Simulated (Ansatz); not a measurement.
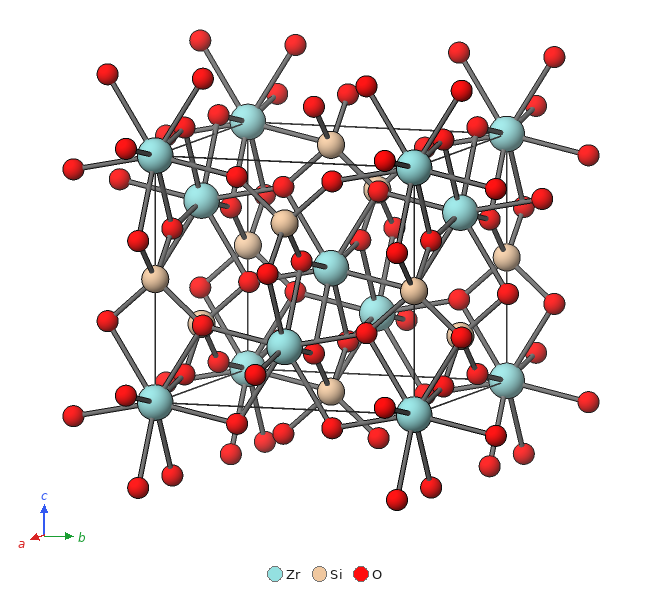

Structure drawing (ball-and-stick), viewed slightly off an axis. One conventional unit cell is framed, with atoms on its boundary repeated. A few atoms beyond the faces are included.

Describe the arrangement of the atoms.

The solid is ZrSiO$_{4}$. Space group: I4_1/amd (No. 141). Lattice: body-centred tetragonal. One cell contains 4 Zr, 4 Si, 16 O, 24 atoms in all. Each Zr has eight O. The neighbours of Si are four O in a distorted tetrahedral arrangement. O is surrounded by two Zr and one Si. Not all metal-metal contacts are counted. The bonds build a three-dimensional framework.

The structure was taken from a structure listed in the Materials Project. Earlier steps of the study may have refined or changed the cell and positions. It was run through Ansatz as a DFT input.

At this level of theory the cell isn't at rest (compressed, at 5 GPa), so its distances can differ from those at equilibrium, the more so the softer the solid.
